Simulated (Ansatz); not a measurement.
# Geometry relaxation, with input and output: TiSi₂ (part 2 of 3)

The same run, continued: TiSi₂ (slab, 18 atoms in the cell); DFT PBE, scalar-relativistic, plane waves, PAW, no spin polarisation (Ansatz 0.2.0); cutoff 420 eV, 8×8×1 k-mesh, Gaussian smearing of 0.1 eV. The structure derives from a Materials Project entry. It belongs to a series of runs on one base structure; here: (0 0 1) slab, atoms relaxed.

Geometry of the input (Å; fractional positions):
```
4.7828  0.0000  0.0000
-2.3670  4.1560  0.0000
0.0000  0.0000  25.7005
Ti 0.5000  0.0000  0.2918
Si 0.1631  0.3369  0.2918
Si 0.8369  0.6631  0.2918
Ti 0.0000  0.0000  0.3751
Si 0.6631  0.3369  0.3751
Si 0.3369  0.6631  0.3751
Ti 0.0000  0.5000  0.4584
Si 0.6631  0.8369  0.4584
Si 0.3369  0.1631  0.4584
Ti 0.5000  0.5000  0.5416
Si 0.1631  0.8369  0.5416
Si 0.8369  0.1631  0.5416
Ti 0.5000  0.0000  0.6249
Si 0.1631  0.3369  0.6249
Si 0.8369  0.6631  0.6249
Ti 0.0000  0.0000  0.7082
Si 0.6631  0.3369  0.7082
Si 0.3369  0.6631  0.7082
```

**The program's output, continued**
```
SCF iter   1: F=—  HF=-22633.078635 eV  |F-HF|=—  |Δ(HF+E_count)|=         —  Δρ=2.07e-3  dr2=4.66e-2  ethr=5.50e-4  p=-0.000 e·Å  D=-6.16e-9 V/Å  ΔV_dip=0.00 eV  dr2_dipole=6.36e-12  V_vac-E_F(+/−)=3.69/3.69 eV  ⟨swp⟩=2.2  Hψ=4602  notcnv=0  defer=292
efield: sawtooth ramp at fractional position 0.9800 (handed on by an earlier solve), width 0.0400; the density the first Hamiltonian is built on has a dipole p = -0.000 e·Å; the dipole correction subtracts the counter field D = -6.16e-9 V/Å, which shifts the + side's vacuum level by +0.00 eV against the − side's; the planar-averaged density in the ramp window peaks in size at 1.1e-6 e/Å³
preconditioner: auto → LDOS  [metal: Δε(μ)=0.010 eV  Ē_g=5.829 eV  σ=0.100 eV  W_gap=0.06  n_scr=94 (ndim 8)  ℏωp=13.9 eV  f_vac=0.428  D(μ)=10.97/eV (n_scr^D=82)  β→1.0]
SCF iter   2: F=—  HF=-22633.073827 eV  |F-HF|=—  |Δ(HF+E_count)|=   4.81e-3  Δρ=1.35e-3  dr2=1.89e-2  ethr=3.88e-5  p=0.000 e·Å  D=6.34e-8 V/Å  ΔV_dip=-0.00 eV  dr2_dipole=4.06e-12  V_vac-E_F(+/−)=3.65/3.65 eV  ⟨swp⟩=3.4  Hψ=5426  notcnv=0  defer=292
SCF iter   3: F=—  HF=-22633.069604 eV  |F-HF|=—  |Δ(HF+E_count)|=   4.22e-3  Δρ=2.87e-4  dr2=1.18e-3  ethr=1.57e-5  p=0.000 e·Å  D=5.25e-8 V/Å  ΔV_dip=-0.00 eV  dr2_dipole=2.19e-12  V_vac-E_F(+/−)=3.66/3.66 eV  ⟨swp⟩=2.0  Hψ=3543  notcnv=0  defer=292
SCF iter   4: F=—  HF=-22633.069679 eV  |F-HF|=—  |Δ(HF+E_count)|=   7.47e-5  Δρ=1.30e-4  dr2=1.99e-4  ethr=9.87e-7  p=-0.000 e·Å  D=-5.01e-9 V/Å  ΔV_dip=0.00 eV  dr2_dipole=3.28e-15  V_vac-E_F(+/−)=3.65/3.65 eV  ⟨swp⟩=3.1  Hψ=4899  notcnv=0  defer=292
SCF iter   5: F=—  HF=-22633.069663 eV  |F-HF|=—  |Δ(HF+E_count)|=   1.63e-5  Δρ=4.84e-5  dr2=2.55e-5  ethr=1.66e-7  p=-0.000 e·Å  D=-1.11e-8 V/Å  ΔV_dip=0.00 eV  dr2_dipole=9.74e-15  V_vac-E_F(+/−)=3.65/3.65 eV  ⟨swp⟩=2.2  Hψ=3746  notcnv=0  defer=292
SCF iter   6: F=—  HF=-22633.069668 eV  |F-HF|=—  |Δ(HF+E_count)|=   5.11e-6  Δρ=1.55e-5  dr2=2.40e-6  ethr=2.13e-8  p=-0.000 e·Å  D=-3.88e-9 V/Å  ΔV_dip=0.00 eV  dr2_dipole=1.08e-15  V_vac-E_F(+/−)=3.64/3.64 eV  ⟨swp⟩=2.0  Hψ=3334  notcnv=0  defer=292
SCF iter   7: F=-22633.069669 eV  HF=-22633.069668 eV  |F-HF|=1.41e-7  |Δ(HF+E_count)|=   7.74e-7  Δρ=4.25e-6  dr2=1.67e-7  ethr=1.93e-9  p=-0.000 e·Å  D=-1.75e-9 V/Å  ΔV_dip=0.00 eV  dr2_dipole=2.07e-14  V_vac-E_F(+/−)=3.64/3.64 eV  ⟨swp⟩=25.5  Hψ=26960  notcnv=0
SCF 4 converged in 7 iterations: F = -22633.069669 eV  dr2 = 1.67e-7
relax step   4: F+E_penalty+E_count = -22633.06966855 eV  Δ(F+E_penalty+E_count) = -7.645e-3 eV  max|allowed force component| = 7.788e-2 eV/Å  Δτ_max = 0.0382 Å  (7 SCF iters, dr2 threshold 2.32e-6 eV, accepted)
SCF iter   1: F=—  HF=-22633.075053 eV  |F-HF|=—  |Δ(HF+E_count)|=         —  Δρ=1.31e-3  dr2=1.91e-2  ethr=1.58e-4  p=-0.000 e·Å  D=-1.75e-9 V/Å  ΔV_dip=0.00 eV  dr2_dipole=5.35e-13  V_vac-E_F(+/−)=3.64/3.64 eV  ⟨swp⟩=2.0  Hψ=4669  notcnv=0  defer=294
efield: sawtooth ramp at fractional position 0.9800 (handed on by an earlier solve), width 0.0400; the density the first Hamiltonian is built on has a dipole p = -0.000 e·Å; the dipole correction subtracts the counter field D = -1.75e-9 V/Å, which shifts the + side's vacuum level by +0.00 eV against the − side's; the planar-averaged density in the ramp window peaks in size at 1.2e-6 e/Å³
preconditioner: auto → LDOS  [metal: Δε(μ)=0.010 eV  Ē_g=5.841 eV  σ=0.100 eV  W_gap=0.06  n_scr=94 (ndim 8)  ℏωp=13.9 eV  f_vac=0.430  D(μ)=11.05/eV (n_scr^D=82)  β→1.0]
SCF iter   2: F=—  HF=-22633.072538 eV  |F-HF|=—  |Δ(HF+E_count)|=   2.52e-3  Δρ=8.23e-4  dr2=7.82e-3  ethr=1.59e-5  p=-0.000 e·Å  D=-1.19e-7 V/Å  ΔV_dip=0.00 eV  dr2_dipole=1.03e-11  V_vac-E_F(+/−)=3.62/3.62 eV  ⟨swp⟩=3.2  Hψ=5112  notcnv=0  defer=294
SCF iter   3: F=—  HF=-22633.071014 eV  |F-HF|=—  |Δ(HF+E_count)|=   1.52e-3  Δρ=1.73e-4  dr2=3.64e-4  ethr=6.51e-6  p=-0.000 e·Å  D=-4.14e-8 V/Å  ΔV_dip=0.00 eV  dr2_dipole=3.72e-13  V_vac-E_F(+/−)=3.62/3.62 eV  ⟨swp⟩=2.0  Hψ=3533  notcnv=0  defer=294
SCF iter   4: F=—  HF=-22633.071230 eV  |F-HF|=—  |Δ(HF+E_count)|=   2.16e-4  Δρ=8.10e-5  dr2=6.96e-5  ethr=3.03e-7  p=-0.000 e·Å  D=-3.26e-8 V/Å  ΔV_dip=0.00 eV  dr2_dipole=1.96e-14  V_vac-E_F(+/−)=3.62/3.62 eV  ⟨swp⟩=2.6  Hψ=4605  notcnv=0  defer=294
SCF iter   5: F=—  HF=-22633.071227 eV  |F-HF|=—  |Δ(HF+E_count)|=   3.09e-6  Δρ=2.99e-5  dr2=1.02e-5  ethr=5.80e-8  p=-0.000 e·Å  D=-1.76e-8 V/Å  ΔV_dip=0.00 eV  dr2_dipole=2.99e-13  V_vac-E_F(+/−)=3.62/3.62 eV  ⟨swp⟩=2.5  Hψ=4515  notcnv=0  defer=294
SCF iter   6: F=-22633.071229 eV  HF=-22633.071229 eV  |F-HF|=1.34e-7  |Δ(HF+E_count)|=   1.87e-6  Δρ=1.07e-5  dr2=1.19e-6  ethr=3.36e-9  p=-0.000 e·Å  D=-1.50e-8 V/Å  ΔV_dip=0.00 eV  dr2_dipole=2.01e-14  V_vac-E_F(+/−)=3.62/3.62 eV  ⟨swp⟩=25.3  Hψ=30150  notcnv=0
SCF 5 converged in 6 iterations: F = -22633.071229 eV  dr2 = 1.19e-6
relax step   5: F+E_penalty+E_count = -22633.07122857 eV  Δ(F+E_penalty+E_count) = -1.560e-3 eV  max|allowed force component| = 2.059e-2 eV/Å  Δτ_max = 0.0213 Å  (6 SCF iters, dr2 threshold 4.03e-6 eV, accepted)
SCF iter   1: F=—  HF=-22633.071580 eV  |F-HF|=—  |Δ(HF+E_count)|=         —  Δρ=3.51e-4  dr2=1.40e-3  ethr=9.66e-6  p=-0.000 e·Å  D=-1.50e-8 V/Å  ΔV_dip=0.00 eV  dr2_dipole=1.83e-13  V_vac-E_F(+/−)=3.62/3.62 eV  ⟨swp⟩=2.2  Hψ=4411  notcnv=0
efield: sawtooth ramp at fractional position 0.9800 (handed on by an earlier solve), width 0.0400; the density the first Hamiltonian is built on has a dipole p = -0.000 e·Å; the dipole correction subtracts the counter field D = -1.50e-8 V/Å, which shifts the + side's vacuum level by +0.00 eV against the − side's; the planar-averaged density in the ramp window peaks in size at 1.1e-6 e/Å³
preconditioner: auto → LDOS  [metal: Δε(μ)=0.014 eV  Ē_g=5.836 eV  σ=0.100 eV  W_gap=0.08  n_scr=94 (ndim 8)  ℏωp=13.9 eV  f_vac=0.429  D(μ)=11.16/eV (n_scr^D=82)  β→1.0]
SCF iter   2: F=—  HF=-22633.071421 eV  |F-HF|=—  |Δ(HF+E_count)|=   1.58e-4  Δρ=2.22e-4  dr2=5.64e-4  ethr=1.17e-6  p=0.000 e·Å  D=6.67e-9 V/Å  ΔV_dip=-0.00 eV  dr2_dipole=1.12e-13  V_vac-E_F(+/−)=3.62/3.62 eV  ⟨swp⟩=3.3  Hψ=5465  notcnv=0
SCF iter   3: F=—  HF=-22633.071325 eV  |F-HF|=—  |Δ(HF+E_count)|=   9.65e-5  Δρ=4.26e-5  dr2=2.05e-5  ethr=4.70e-7  p=0.000 e·Å  D=4.44e-8 V/Å  ΔV_dip=-0.00 eV  dr2_dipole=1.04e-11  V_vac-E_F(+/−)=3.62/3.62 eV  ⟨swp⟩=2.1  Hψ=3532  notcnv=0
SCF iter   4: F=—  HF=-22633.071581 eV  |F-HF|=—  |Δ(HF+E_count)|=   2.56e-4  Δρ=1.89e-5  dr2=3.80e-6  ethr=1.71e-8  p=0.000 e·Å  D=8.79e-9 V/Å  ΔV_dip=-0.00 eV  dr2_dipole=1.56e-13  V_vac-E_F(+/−)=3.62/3.62 eV  ⟨swp⟩=2.5  Hψ=4575  notcnv=0
SCF iter   5: F=—  HF=-22633.071581 eV  |F-HF|=—  |Δ(HF+E_count)|=   6.87e-9  Δρ=6.84e-6  dr2=5.02e-7  ethr=3.17e-9  p=0.000 e·Å  D=8.88e-9 V/Å  ΔV_dip=-0.00 eV  dr2_dipole=1.12e-17  V_vac-E_F(+/−)=3.62/3.62 eV  ⟨swp⟩=2.6  Hψ=4599  notcnv=0
SCF iter   6: F=-22633.071581 eV  HF=-22633.071581 eV  |F-HF|=3.00e-8  |Δ(HF+E_count)|=   1.51e-7  Δρ=2.50e-6  dr2=4.75e-8  ethr=8.33e-11  p=0.000 e·Å  D=3.33e-9 V/Å  ΔV_dip=-0.00 eV  dr2_dipole=1.84e-14  V_vac-E_F(+/−)=3.62/3.62 eV  ⟨swp⟩=19.9  Hψ=23312  notcnv=0
SCF 6 converged in 6 iterations: F = -22633.071581 eV  dr2 = 4.75e-8
relax step   6: F+E_penalty+E_count = -22633.07158079 eV  Δ(F+E_penalty+E_count) = -3.522e-4 eV  max|allowed force component| = 1.663e-3 eV/Å  Δτ_max = 0.0057 Å  (6 SCF iters, accepted)
```

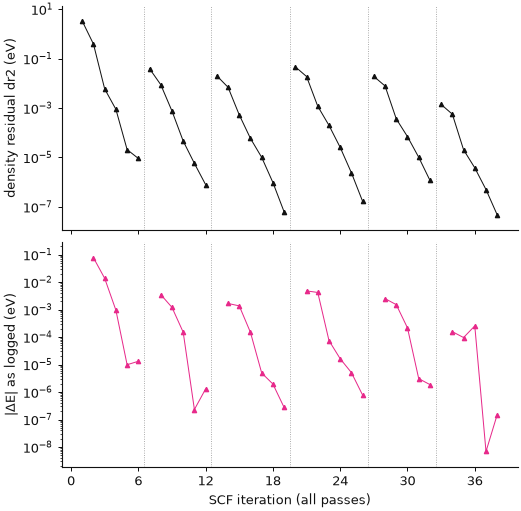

Fig. 1: Convergence of the self-consistent field: density residual dr2 and size of the energy change against the SCF iteration. The dotted lines part the SCF passes of the relaxation: geometry steps, rejected trials and re-solves on a re-selected basis. The 6 passes take 6 to 7 iterations each, 38 in all.

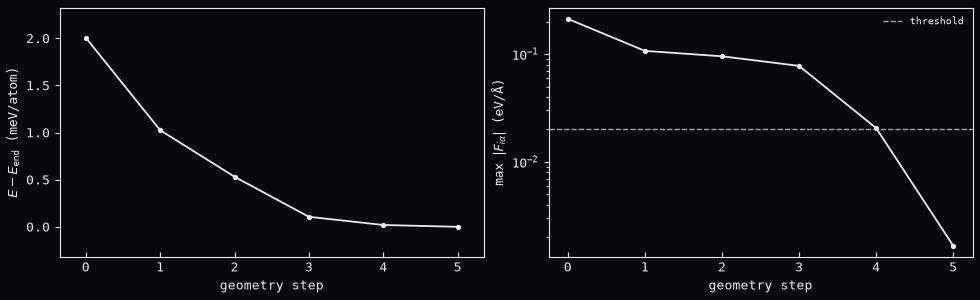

Fig. 2: Progress of the relaxation, step by step (the first geometry is step 0 here and step 1 in the log).

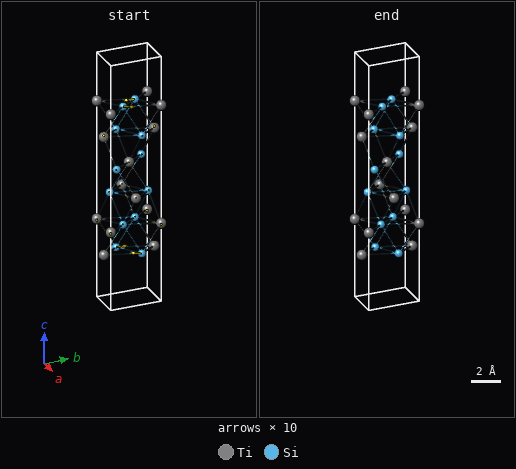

Fig. 3: Before (left) and after (right) the relaxation, at one scale (ball-and-stick view of the cell of the calculation, with the vacuum cut short, seen slightly off an axis). The yellow arrows give the displacements, magnified 10 times. The energy falls by 2.0 meV per atom in 5 geometry steps. The largest force component goes from 0.21 to 0.0017 eV/Å. The largest moves, 0.091 Å, are those of Si2, Si3, Si17 and Si18. By element the largest moves are Si 0.091 Å, Ti 0.027 Å. The lattice vectors keep their values. Among the contacts that change: Ti16–Si17 2.756 → 2.666 Å, Si17–Si18 2.697 → 2.611 Å, Si14–Si18 2.534 → 2.491 Å, Si11–Si12 2.801 → 2.823 Å. (Atoms are counted from 1 in the order of the input.)

```
WARN: The output density's exchange-correlation potential varies sharply where the density is thin. Do not read a vacuum level from v_tot or v_xc, or from such a field of the output density. On a cell that repeats whose density bears no net charge and no dipole along the vacuum's axis use v_es (v_loc + v_h of the components); under efield.dipole_correction with no amplitude use v_es + v_field, which holds any external_charges[].barrier, or the levels of the report's work_function block, which leave it out; under a non-zero efield.amplitude the vacuum is tilted and has no level; on a cell that repeats and bears such a dipole with no correction it is tilted too, and efield.dipole_correction with no amplitude gives each side of its ramp a level where efield: is served; in a cell that repeats whose density bears a net charge (total_charge, or a fill off its count) it is curved and has none; of a slab under crystal.periodic whose density bears no net charge use v_es, which has a level on each side, short of where the two are joined; of another it falls or rises all the way out and has none; of a slab beside external_charges read slab_vacuum_level instead, which it has where they leave it neutral. The grid or the basis barely resolves most such structure, and the values can differ between equally converged runs; as a rule a tighter scf.convergence.dr2_threshold does not remove it. Where the density itself ripples (under the LDA too) a higher basis.ecutwfc lessens it. The files hold the spikes' plane waves up to the density's cutoff. Files: v_tot_of_output_density and the like, and their columns of v_z.tsv (output.write_potential); v_xc_of_output_density and the like, and their columns of v_comp_z.tsv (output.write_potential_components). Measured: with its Gaussian average of σ = 0.25 Å subtracted twice, the exchange-correlation potential is over 0.1 eV at 566 of the grid points where the equally averaged density (valence and model cores) is under 1e-3 e/Å³, and 0.684 eV at the most among them, at an averaged density of 7.2e-8 e/Å³. The input density's (outcome.potential() and, of a run that writes arrays, v_tot and v_xc) is over 0.1 eV, so measured, at 160 points of its own thin density, 0.132 eV at the most. See output.write_potential in the manual, Limitations
SCF converged after 6 iterations
Free energy (F): -22633.071581 eV
Harris-Foulkes:  -22633.071581 eV  (|F-HF|=3.00e-8)
Internal energy: -22633.015770 eV  (E = F + TS)
E sigma→0 (E₀):  -22633.043675 eV
Entropy (-TS):   -0.055811 eV (-3.101 meV/atom)
Fermi energy:    4.592526 eV
Dipole field:    D = -0.000000 V/Å  (p = -0.000000 e·Å, saw-weighted, corrected)
Work function:   Φ+ = 3.6219 eV   Φ− = 3.6219 eV
Levels:          The Fermi level and band energies are counted from a zero that moves with the ramp; work functions are not
--- Per-component energies (eV) ---
  E_band       = -1626.453244
  E_kinetic    = 2139.128593
  E_local      = -77456.394422  (includes V_loc(G=0)·N_el)
  E_nonlocal   = 353.209402
  E_hartree    = 37851.646011
  E_xc         = -1260.000403
  E_vxc        = -1310.272875  (∫ρ·V_xc dr)
  E_paw        = -12437.815890  (= ΣΔE_a)
  E_vpaw       = -1055.442867  (= ΣTr[D̂ρ^β])
  E_aug_tail   = 0.000805  (compensation charges beyond the density's cutoff)
  E_efield     = 0.000000  (sawtooth field / dipole correction)
  E_vefield    = 0.000000  (∫n·V_field dr)
  E_ewald      = 28177.210134
  E_smearing   = -0.055811  (= −TS)
  E_closure    = 0.000000  (closes the sum)
  Σ components = -22633.071581   (vs F -22633.071581, Δ=0.00e0)
--- Forces (eV/Å), atoms counted from 1 ---
  atom   1  Ti     0.00000000     0.00000000    -0.00093991
  atom   2  Si    -0.00148910    -0.00142449     0.00058565
  atom   3  Si     0.00148910     0.00142449     0.00058565
  atom   4  Ti     0.00000000     0.00000000    -0.00091437
  atom   5  Si     0.00043188    -0.00043555     0.00166315
  atom   6  Si    -0.00043188     0.00043555     0.00166315
  atom   7  Ti     0.00000000     0.00000000    -0.00093955
  atom   8  Si     0.00071670    -0.00100495    -0.00019633
  atom   9  Si    -0.00071670     0.00100495    -0.00019633
  atom  10  Ti     0.00000000     0.00000000     0.00093938
  atom  11  Si     0.00071676    -0.00100474     0.00019622
  atom  12  Si    -0.00071676     0.00100474     0.00019622
  atom  13  Ti     0.00000000     0.00000000     0.00091459
  atom  14  Si     0.00043215    -0.00043516    -0.00166273
  atom  15  Si    -0.00043215     0.00043516    -0.00166273
  atom  16  Ti     0.00000000     0.00000000     0.00093986
  atom  17  Si    -0.00148938    -0.00142441    -0.00058592
  atom  18  Si     0.00148938     0.00142441    -0.00058592
  max |Σ_I F_I| component: 1.11e-7 eV/Å
--- Band table (eV; the first three rows and the last of 34) ---
```
